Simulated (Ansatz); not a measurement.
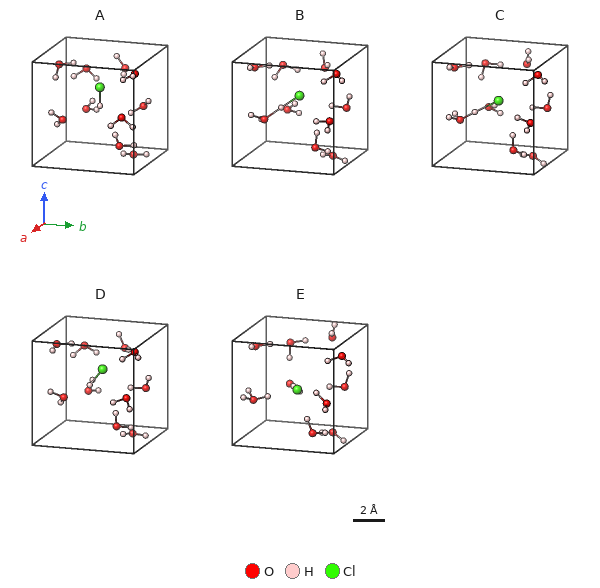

5 geometries from one relaxation of an amorphous cell of composition H₂₁ClO₁₀, in shuffled order. A ball-and-stick model of the cell of the calculation (origin shifted), seen slightly off an axis.

The cell holds 10 H2O + 1 HCl. The run prepares the start of a later molecular dynamics calculation, from a guessed geometry.

All numbers below come from DFT PBEsol, scalar-relativistic, plane waves, PAW (Ansatz). Settings: plane-wave cutoff 420 eV; k-point mesh 1 × 1 × 1; occupations fermi dirac; smearing width 0.05 eV; no spin polarisation; atoms relaxed in a fixed cell; force threshold 0.3 eV/Å; at most 15 steps.

> Put them in the order of the run, from the start to the converged end.

A, D, B, C, E. They are steps 0, 4, 7, 10, 14, at +6.287 eV per cell of the calculation, +3.499 eV per cell of the calculation, +1.829 eV per cell of the calculation, +0.670 eV per cell of the calculation relative to the last. The largest move is that of an H atom, 2.25 Å roughly along [1 −2 −1]. Largest moves by element: H 2.25 Å, Cl 1.55 Å, O 0.81 Å. The cell doesn't change. Some distances before and after: H–O 2.629 → 1.006 Å, H–O 2.846 → 1.299 Å, Cl–H 1.280 → 2.004 Å, H–O 0.969 → 1.146 Å. New bonds form: H–O (2.63 → 1.01 Å). Bonds break: Cl–H (1.28 → 2.00 Å). Among the angles between lasting bonds that change: H–O–H 104.0° → 112.7°, H–O–H 104.0° → 109.1°, H–O–H 104.0° → 101.0°. Over 14 geometry steps the energy falls by 6.287 eV per cell of the calculation. Largest force component: 0.74 eV/Å at the start, 0.27 eV/Å at the end.

Limits of the set-up: the program's low-accuracy preset was used; the periodic images lie only 7.1 Å apart, so the values are limited by the cell's size.
